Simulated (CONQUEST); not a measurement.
## Energy of Li along an even scaling of the cell

System: Li (P6₃/mmc, 4 atoms in the cell).
Method: Kohn-Sham DFT of a periodic cell, BP86, PseudoDojo NC PBE, no spin polarisation (CONQUEST 1.3).

The 7 runs differ only in the geometry, by an even scaling of the cell at fixed fractional positions. The structure derives from an entry of the Crystallography Open Database.

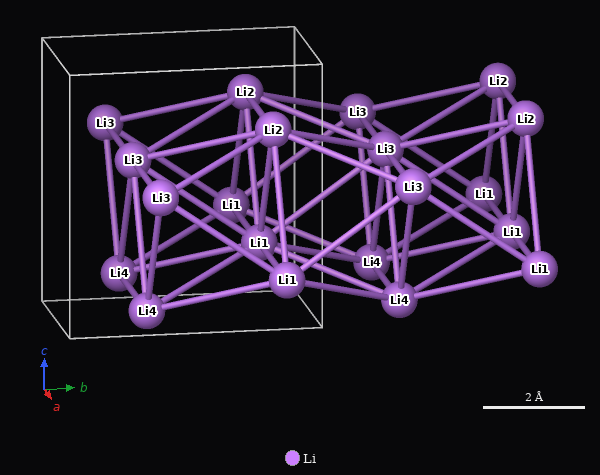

Figure 1. The structure of run 4 (ball-and-stick view of the cell of the calculation, repeated 2 × 2 × 1, seen slightly off an axis; atoms are numbered from 1 in the order of the input).

### Input of run 4
```
IO.Title Li
IO.Coordinates coords.dat
IO.FractionalAtomicCoords F
IO.Iprint 2
IO.Iprint_init 1
General.NumberOfSpecies 1
General.PseudopotentialType hamann
General.DistanceUnits A
General.FunctionalType -106132
General.DifferentFunctional T
AtomMove.TypeOfRun static
AtomMove.FullStress T
Grid.PointsAlongX 32
Grid.PointsAlongY 48
Grid.PointsAlongZ 48
DM.SolutionMethod diagon
Diag.MPMesh T
Diag.GammaCentred F
Diag.MPMeshX 9
Diag.MPMeshY 5
Diag.MPMeshZ 5
Diag.kT 0.00367493
minE.SCTolerance 1e-6
SC.MaxIters 100
IO.AtomChargeOutput T
SC.KerkerPreCondition T
%block ChemicalSpeciesLabel
1 6.940 Li
%endblock
```

Command:
```bash
Conquest
```

Lattice vectors (Å) and fractional positions of run 4:
```
   3.111000    0.000000    0.000000
   0.000000    5.093000    0.000000
   0.000000    0.000000    5.388410
Li  0.000000  0.750000  0.333333
Li  0.500000  0.750000  0.833333
Li  0.000000  0.250000  0.666667
Li  0.500000  0.250000  0.166667
```

Run 2 has the same physical settings and fractional positions; its lattice vectors (Å) are:
```
   3.068954    0.000000    0.000000
   0.000000    5.024167    0.000000
   0.000000    0.000000    5.315585
```

### Results, with one run withheld

```tsv
run	volume per atom (Å³)	free energy per atom, from the lowest run given (meV)	pressure (GPa)
1	20.063	1.69	0.64
2	20.490	?	?
3	20.917	0.00	0.03
4	21.344	0.26	−0.23
5	21.771	1.19	−0.48
6	22.198	2.72	−0.66
7	22.625	4.72	−0.85
```

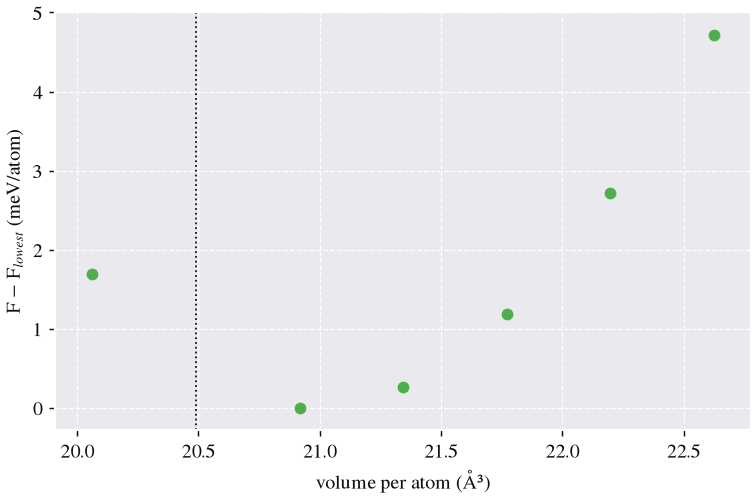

Figure 2. Free energy per atom of the runs given; the dotted line marks run 2.

Fit the runs given and predict run 2.

A cubic polynomial in V^(−2/3) (the Birch–Murnaghan form), fitted to the 6 runs given, misses them by at most 0.02 meV per atom. With x = V^(−2/3) − 0.12950 Å⁻², it reads F = 0.45836 − 457.95 x + 1.107e+05 x² + 2.4041e+05 x³ (meV per atom). At run 2 it gives 0.43 meV per atom, and the run itself gives 0.43. The slope of the fit gives a pressure −dF/dV of 0.31 GPa there, and the run prints 0.30 GPa. The fit has its minimum at 20.958 Å³ per atom, where V d²F/dV² gives 13.2 GPa. Cell shape and fractional positions are held, so this is the stiffness under even scaling; the relaxed bulk modulus wasn't computed.

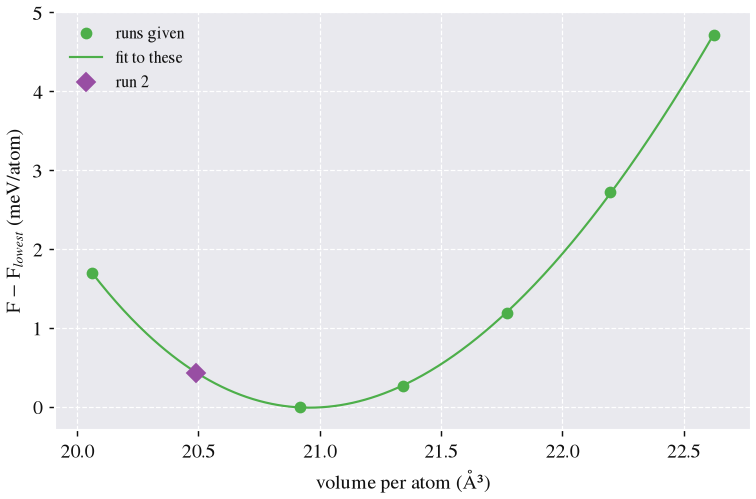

Figure 3. The fit and the withheld run.

### Some lines of the output (run 2)
```
[...]
          DFT Total Energy                 :       -28.852357488024730 Ha
          Free Energy (E-TS)               :       -28.854782356256408 Ha
          DFT Total Energy                 :       -28.852389710528271 Ha
          Free Energy (E-TS)               :       -28.854625256401363 Ha
          DFT Total Energy                 :       -28.852404918016234 Ha
          Free Energy (E-TS)               :       -28.854628213337158 Ha
          DFT Total Energy                 :       -28.852405807379483 Ha
          Free Energy (E-TS)               :       -28.854628032214098 Ha
          DFT Total Energy                 :       -28.852405549567010 Ha
          Free Energy (E-TS)               :       -28.854628242537093 Ha
          DFT Total Energy                 :       -28.852405766680526 Ha
      | Free Energy as E-TS      =       -28.854628242537093 Ha
      |* DFT total energy        =       -28.852405766680526 Ha
    force: Average pressure:      0.29595144 GPa
```

Notes: Settings chosen away from the usual ones: volume scaled by 1.0. The record of the run, not the program, notes: read_and_write: Functional in input file differs to pseudopotential but proceeding: -106132 101. Points of doubt noted for this run: output prints bohr positions as angstrom; potential of other functional. With a small basis of atomic orbitals these values can differ much from converged plane-wave results.
